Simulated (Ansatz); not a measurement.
```xyz
4
Lattice="3.0926 0.0000 0.0000 -1.5463 2.6783 0.0000 0.0000 0.0000 6.0652" Properties=species:S:1:pos:R:3 pbc="T T T"
Ta    0.0000    1.7855    0.1935
Ta    1.5463    0.8927    3.2261
N     0.0000    1.7855    2.1416
N     1.5463    0.8927    5.1743
```

Space group P6₃mc; changed on purpose from its base cell (volume × 0.97, shape and atoms relaxed); computed pressure about 8 GPa in this cell.

Method: DFT r2SCAN, scalar-relativistic, plane waves, PAW in Ansatz 0.2.0.

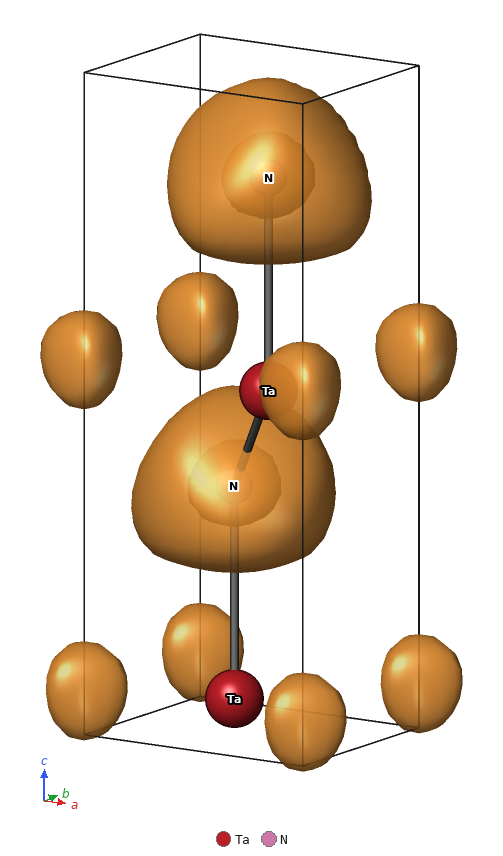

TaN. Isosurface of the ELF at 0.65 (orange), seen slightly off an axis. Only the valence region is drawn (cores and ρ < 0.01 e/Å³ removed). Sticks mark near contacts.

In a PAW calculation such maps are meaningful between the atoms, not at the nuclei.

Where are the electrons localised?

Answer. The surface consists of two regions wrapped around N (the valence shell of each) and two pockets between the atoms, centred on no nucleus (multi-centre or interstitial), counted in one cell of 4 atoms. Regions shared between cells count once. Along the contacts the grid gives the following. Ta–N (1.95 Å): the ELF peaks at about 0.85 in the valence shell of N, 0.6 Å from its nucleus, and drops to about 0.30 between the two atoms. Ta–Ta (3.09 Å): the ELF is about 0.35 at the midpoint.
